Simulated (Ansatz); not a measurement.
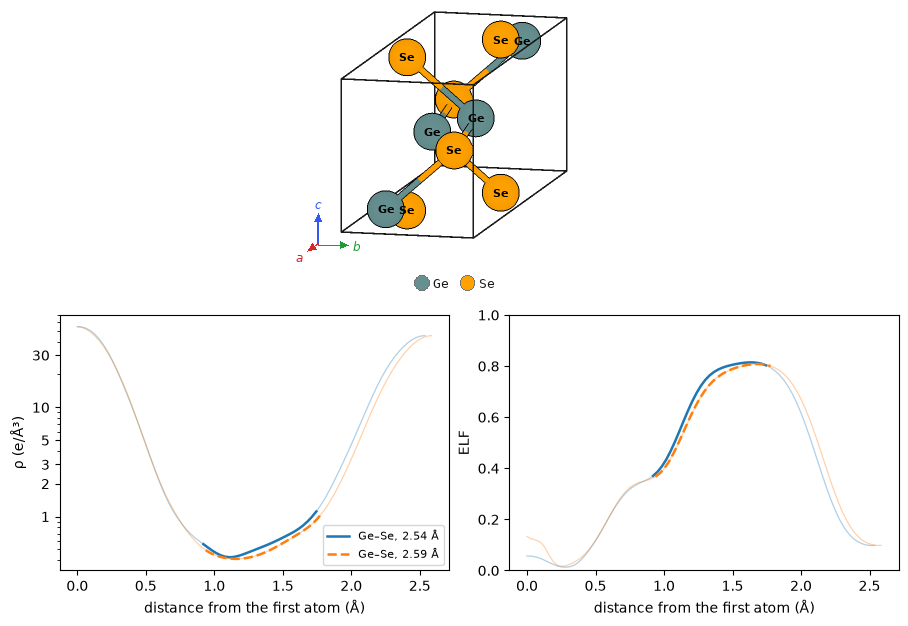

*GeSe. Valence electron density and electron localisation function along straight lines between neighbouring atoms. Thin, pale parts lie inside the atomic spheres. The structure is drawn too.*

Space group Pnma; a generated structure, not necessarily the stable one.

All numbers below come from DFT PBE0, scalar-relativistic, plane waves, PAW (Ansatz 0.2.0).

In a PAW calculation such maps are meaningful between the atoms, not at the nuclei.

**What can be read from the curves?**

Ge–Se (2.54 Å): ρ at the midpoint is about 0.48 e/Å³, with its minimum of 0.42 e/Å³ about 1.1 Å from Ge; the ELF is about 0.70 at the midpoint.
Ge–Se (2.59 Å): ρ is about 0.43 e/Å³ halfway; the ELF is about 0.70 at the midpoint.
